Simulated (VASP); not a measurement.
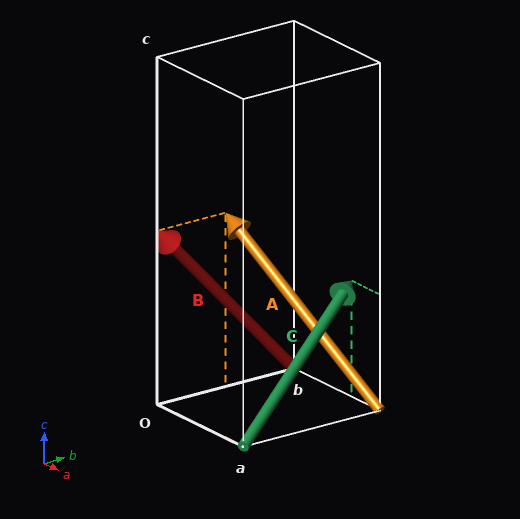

Crystal: Mg3Sb2, coordinates from a relaxation with VASP 6.6.1, VASP Kohn-Sham DFT of a periodic cell, LDA, VASP PAW LDA potentials, recommended. Each arrow starts at a corner of the unit cell and ends on its surface; where a tip isn't a corner, dashed lines run from it parallel to the axes. Symmetry computed with spglib at a tolerance of 0.002 Å; standard conventional cell.

a = 4.502 Å, b = 4.502 Å, c = 7.108 Å, α = 90.00°, β = 90.00°, γ = 120.00°.

Which lattice directions are drawn?

Answer. Arrow A runs from (1, 1, 0) to (0, 1/2, 1/2), so [−2 −1 1], in four indices [−1 0 1 1]; Arrow B runs from (0, 1, 0) to (0, 0, 1/2), so [0 −2 1], in four indices [2 −4 2 3]; Arrow C runs from (1, 0, 0) to (2/3, 1, 1/3), so [−1 3 1], in four indices [−5 7 −2 3].

How long is the vector ua + vb + wc in each case, and what angles do the directions make?

Answer. A 10.552 Å; B 11.472 Å; C 17.721 Å. A–B: 65.3°. A–C: 64.4°. B–C: 116.7°.

In P-3m1 (No. 164), how many directions are equivalent to A (Laue class -3m, both senses counted)?

Answer. 6.
